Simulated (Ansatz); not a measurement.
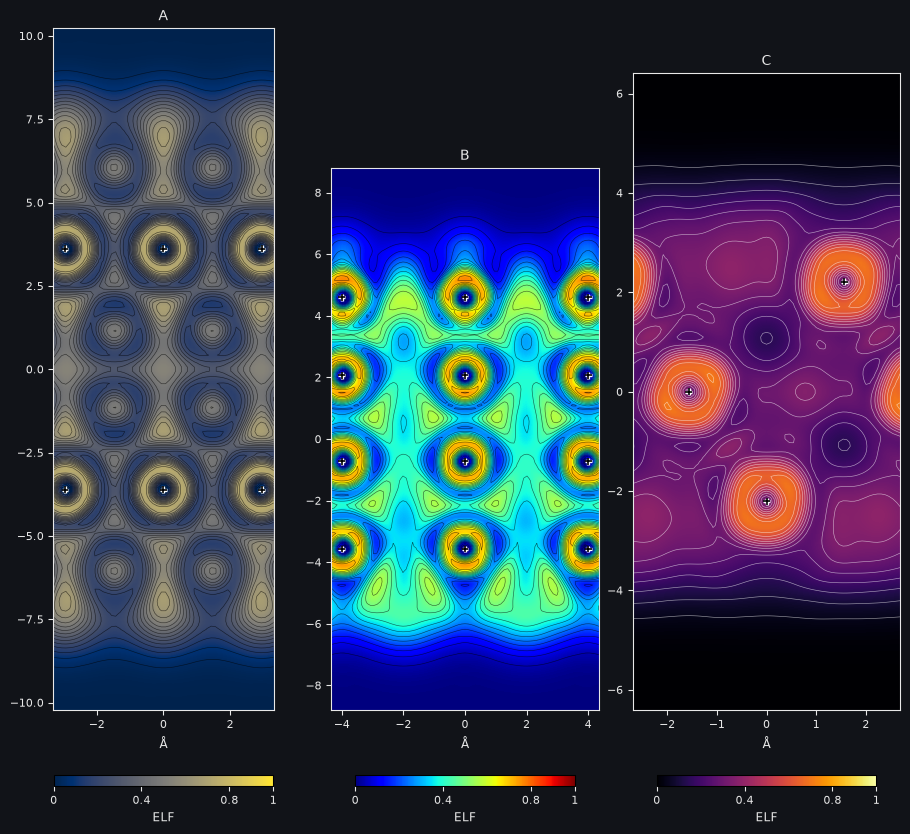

The ELF of 3 systems, each on a plane through atoms (crosses mark nuclei in the plane).

The calculation used DFT PBEsol, scalar-relativistic, plane waves, PAW in Ansatz 0.2.0.

System 1: Ta (slab), the (010) plane of the calculation cell, a cut from vacuum to vacuum. Changed on purpose from its base cell (repeats removed: -1).

```cif
data_structure
_symmetry_space_group_name_H-M 'P 1'
_symmetry_Int_Tables_number 1
_cell_length_a 2.9526
_cell_length_b 2.9526
_cell_length_c 27.0539
_cell_angle_alpha 90.000
_cell_angle_beta 90.000
_cell_angle_gamma 120.000
_cell_volume 204.25
loop_
_atom_site_label
_atom_site_type_symbol
_atom_site_fract_x
_atom_site_fract_y
_atom_site_fract_z
_atom_site_occupancy
Ta1 Ta 0.66667 0.33333 0.27722 1
Ta2 Ta 0.33333 0.66667 0.36633 1
Ta3 Ta 0.00000 0.00000 0.45544 1
Ta4 Ta 0.66667 0.33333 0.54456 1
Ta5 Ta 0.33333 0.66667 0.63367 1
Ta6 Ta 0.00000 0.00000 0.72278 1
```

System 2: Ir (slab), the (110) plane of the calculation cell, a cut from vacuum to vacuum. Changed on purpose from its base cell (repeats removed: 2); not relaxed (largest force 0.7 eV/Å); computed without spin polarisation.

System 3: W (slab), the (100) plane of the calculation cell, a cut from vacuum to vacuum. 

Question: Match each panel to its system.

Answer: Panel A is system 1, Ta: the plane holds Ta. Ta–Ta (2.95 Å): the ELF is about 0.30 at the midpoint: no shared electron pair shows on this line. Panel B is system 3, W: the plane holds W. W–W (2.53 Å): the ELF is about 0.45 at the midpoint. Panel C is system 2, Ir: the plane holds Ir. Ir–Ir (2.71 Å): the ELF is about 0.40 at the midpoint.
